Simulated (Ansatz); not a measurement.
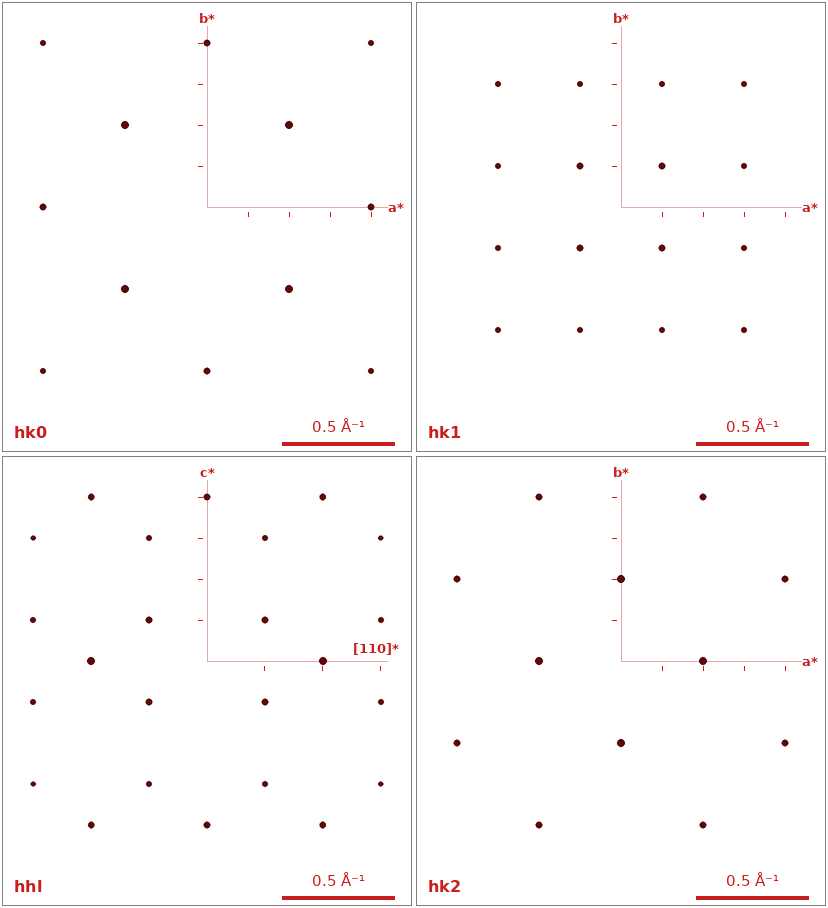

Four undistorted layers of reciprocal space, calculated for a single crystal (X-rays, kinematic |F|², B = 0.5 Å²). Tick marks count the reciprocal lattice steps of the conventional cell along each axis.

Q: Read the reciprocal cell and give the direct cell.

A: a* = 0.184, b* = 0.184, c* = 0.184 Å⁻¹; the cell is cubic with a = 5.45 Å.

Q: List the systematic absences.

A: Reflections are present only under these conditions. hkl: h + k = 2n, h + l = 2n; hk0: h = 2n, h + k = 4n; hhl: h + l = 2n; h00: h = 4n. The lattice is face-centred (F). Further gaps, such as 2 2 2, 4 4 2, come from atoms on special positions, not from the group's general conditions.

Q: Which space groups fit?

A: The intensities have Laue symmetry m-3m (the hk0 layer shows 4mm, hk1 shows 4mm). With these conditions only Fd-3m (No. 227) fits. The compound is Cu. Structure: the geometry relaxed with DFT, RPBE, plane waves (420 eV) with PAW, scalar-relativistic in Ansatz; the starting structure was generated, so it need not be a known form of this composition.
